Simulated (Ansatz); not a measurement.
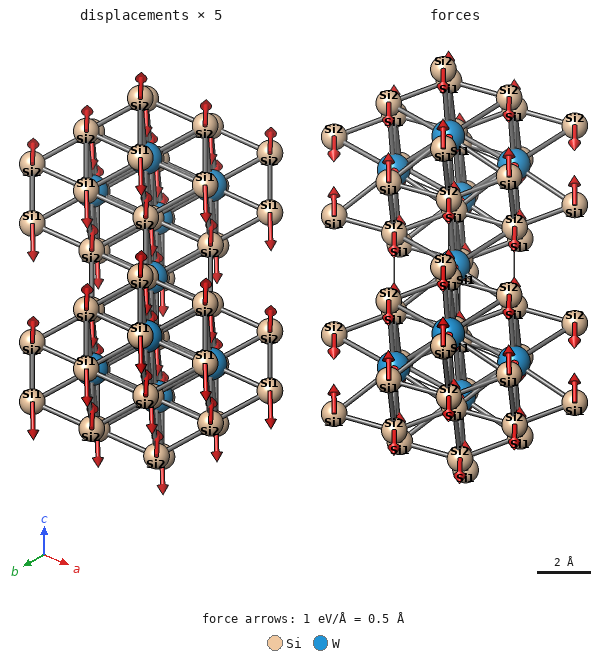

Left: a symmetric starting cell of Si$_{2}$W, with red arrows for the displacements applied to it (without the part that the change of the cell carries along). Right: the displaced structure with the computed forces. Besides, the cell is strained by +10.9 % along c, +2.6 % along [1 1 0], +1.3 % along [1 −1 0] (volume +15.2 %). Style: ball-and-stick. Shown: the conventional cell (2 times the calculation's cell), from a free direction. Lengths and directions refer to the drawn axes.

Level of theory: DFT PBEsol, scalar-relativistic, plane waves, PAW (Ansatz 0.2.0). Set-up: plane-wave cutoff 420 eV; k-point mesh 16 × 16 × 16; occupations gaussian; smearing width 0.1 eV; no spin polarisation.

Where do the forces point?

Atoms are displaced by up to 0.30 Å (root mean square over those that move 0.27 Å) relative to the cell: W 0.19 Å along [−1 −1 0]. No relaxation follows. The starting cell wasn't computed here and needn't be at equilibrium, so pressure and forces aren't due to the change alone. Near-neighbour distances before and after: Si–Si 2.623 → 2.459 to 3.499 Å, Si–W 2.625 → 2.636 to 3.144 Å. The space group (tolerance 0.01 Å) goes from I4/mmm (No. 139) to Fmm2 (No. 42). The pressure is −19.9 GPa (not all of it need come from the change, since the unchanged cell can be under pressure at this level too). The principal stresses (compression positive) are −11.0 GPa along [1 1 0], −11.3 GPa along [1 −1 0], −37.5 GPa along c. The largest forces, 2.5 eV/Å, act on 2 Si atoms of the calculation's cell. The forces mostly point back along the displacements (cosine −0.96).
